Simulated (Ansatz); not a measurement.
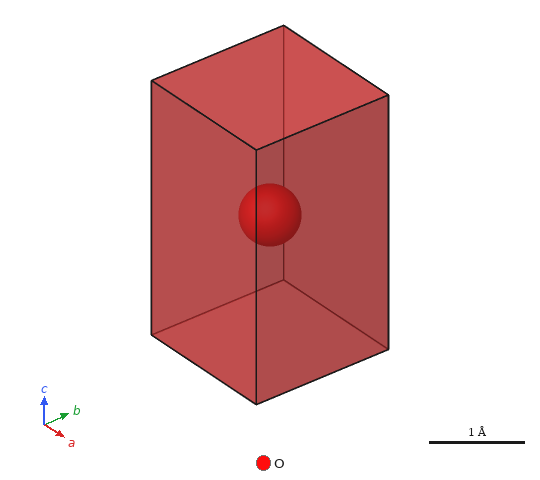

Voronoi cell (the region closer to this atom than to any other), computed from the atomic positions without radii. Central atom: O (1a) in O; faces take the colour of the neighbour behind them. The structure is the input geometry of an electronic-structure calculation and need not be at equilibrium.

O, space group P4/mmm (No. 123), a = 1.772 Å, b = 1.772 Å, c = 3.144 Å, α = 90.00°, β = 90.00°, γ = 90.00°

```csv
site,Wyckoff,x,y,z
O,1a,0.0000,0.0000,0.0000
```

Q: How many faces does the cell have, and of which kinds?

A: 6 faces, index ⟨0,6,0,0⟩: topologically a cube (six four-edged faces).

Q: What is the volume of this Voronoi cell?

A: 9.9 Å³, equal to the mean volume per atom.

Q: Tabulate the neighbours by distance and solid angle.

A:
```
neighbour  faces  distance (Å)  solid angle (% of sphere)
        O      4          1.77                       84.5
        O      2          3.14                       15.5
```
